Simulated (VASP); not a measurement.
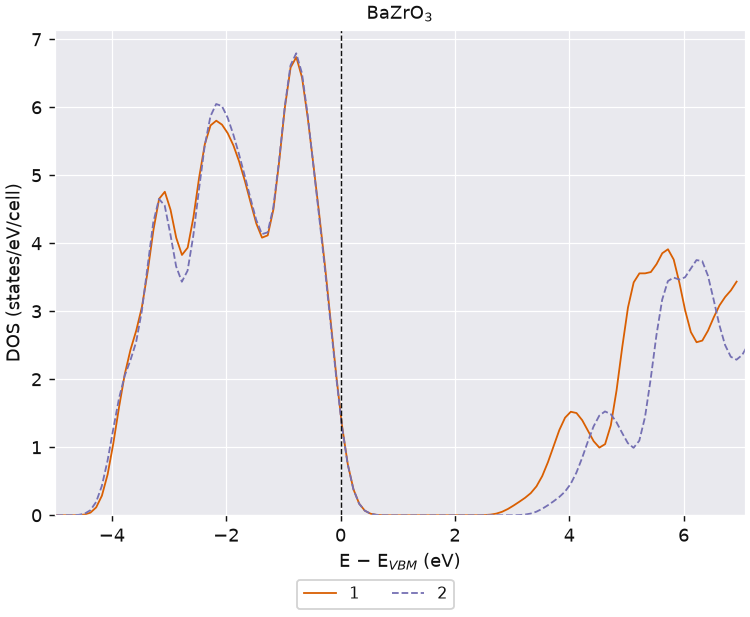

Total densities of states of cubic perovskite-type BaZrO$_{3}$, space group Pm-3m (No. 221), 5 atoms in the cell (cubic a = 4.189 Å), by two methods on the same cell. The DOS curves are built from the levels of the k mesh with Gaussians 0.55 eV wide, which also blur the band edges; ripples of that width can come from the mesh. Each is counted from its own valence-band top.

> Which curve is which? The methods: r2SCAN, PBEsol.

1 is PBEsol; 2 is r2SCAN. PBEsol gives a gap of 3.11 eV and r2SCAN gives a gap of 3.71 eV.

Settings. PBEsol: VASP PAW PBE potentials, release 64 (Ba_sv, Zr_sv, O), no spin polarisation, no spin-orbit coupling, 6×6×6 k mesh, 520 eV cutoff, Gaussian smearing of 0.02 eV (VASP 6.6.1). r2SCAN: VASP PAW PBE potentials, release 64 (Ba_sv, Zr_sv, O), no spin polarisation, no spin-orbit coupling, 6×6×6 k mesh, 520 eV cutoff, Gaussian smearing of 0.02 eV (VASP 6.6.1).

Gaps are the smallest over all k points computed. The PAW data sets were made with another functional. LDA, GGA and most meta-GGA functionals understate gaps. The cell was derived from a database entry in an earlier step, so it needn't be the measured one.
